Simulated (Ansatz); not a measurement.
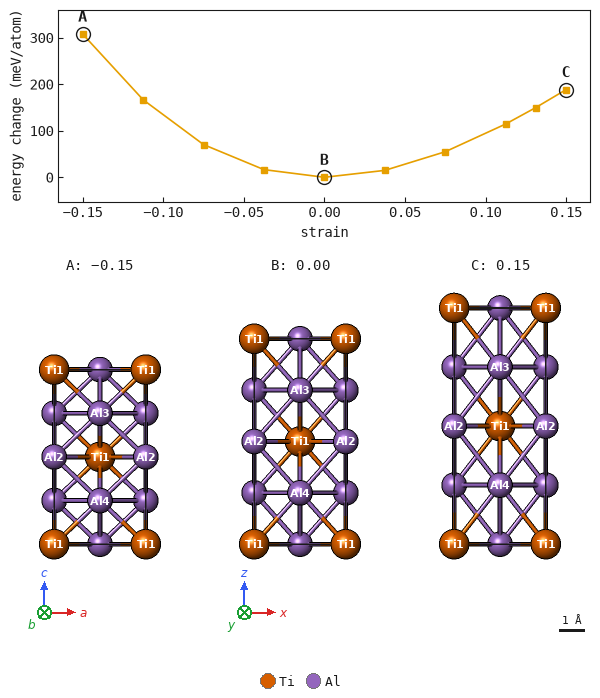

A scan of crystalline TiAl3 (I4/mmm): the cell is strained along z alone, with the atoms kept at their fractional coordinates. x, y and z are the Cartesian axes of the input. The lettered frames are marked on the plot. A ball-and-stick model of the conventional cell (2 times the calculation's cell), seen along the b axis. Lengths and directions refer to the drawn axes.

Theory: DFT PBEsol, scalar-relativistic, plane waves, PAW in Ansatz 0.2.0. Settings: plane-wave cutoff 420 eV; k-point mesh 18 × 18 × 18; occupations gaussian; smearing width 0.15 eV; no spin polarisation. Energies (free energies at the smearing named) are counted from the relaxed crystal.

> Read off the main features of the energy profile.

The lowest computed point lies at the strain 0.00 (0 meV/atom). At the ends of the scan the energy is 308 meV/atom (−0.15) and 188 meV/atom (0.15). The distortion keeps the space group I4/mmm. At the strain −0.15 the cell of the drawing goes c 8.554 → 7.271 Å.
